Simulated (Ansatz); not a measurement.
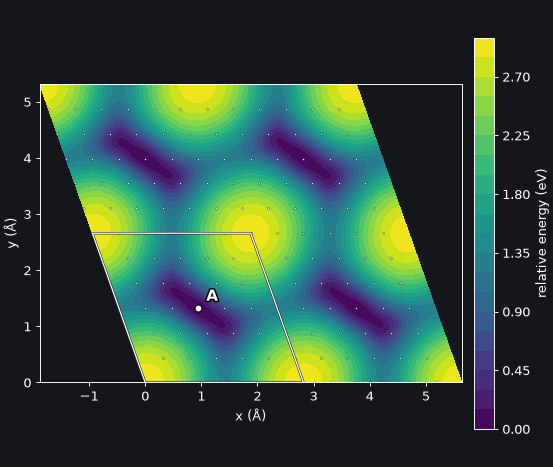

C on a Ti(110) slab cut from the Im-3m phase, its upper half relaxed before the scan (3 atoms of substrate and one adsorbate in a 1 × 1 cell). C is moved over the surface cell; relaxed at each place: the height of the adsorbate's atoms; substrate rigid; the origin of the map has the adsorbate above Ti3. Places are given modulo a cell vector. The map is drawn in real space over the plane of the surface. The scan uses a 6 × 6 grid; 13 points were computed and 23 follow by symmetry. Energies are in eV, from the lowest grid point. With one adsorbate in each 1 × 1 cell, its nearest image is 2.8 Å away, so neighbouring adsorbates interact. Theory: DFT PBE, scalar-relativistic, plane waves, PAW (Ansatz 0.2.0). Settings: cutoff 420 eV, k-mesh 10×10×1, gaussian smearing 0.1 eV, no spin polarisation.

Drawn: filled contours, dots at the grid points, the outline of one cell of the 2 × 2 shown, the point A. Between grid points the surface is interpolated.

Q: What is the easiest way out of the well at A, and how high is the barrier?

A: The easiest path leads from the well at a bridge site between two Ti atoms, over a second-layer Ti atom, (3/6, 3/6) of the cell vectors to its copy one period on. Its highest point lies about 1.3 eV above the bottom of the first well on the interpolated surface, at a bridge site between two Ti atoms, (3/6, 0/6) of the cell vectors. This is the barrier on the constrained surface; relaxing the other coordinates would change it.

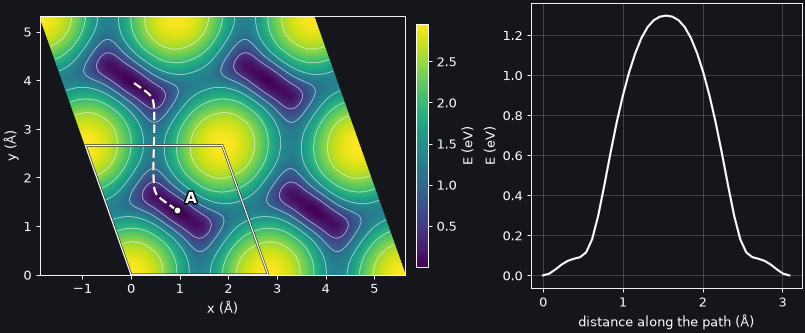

Drawn: a smooth colour map with a few white contour lines, a line along the lowest path, the outline of one cell of the 2 × 2 shown, the energy along the path at the right. Between grid points the surface is interpolated.

PAW datasets: the set soft_1.
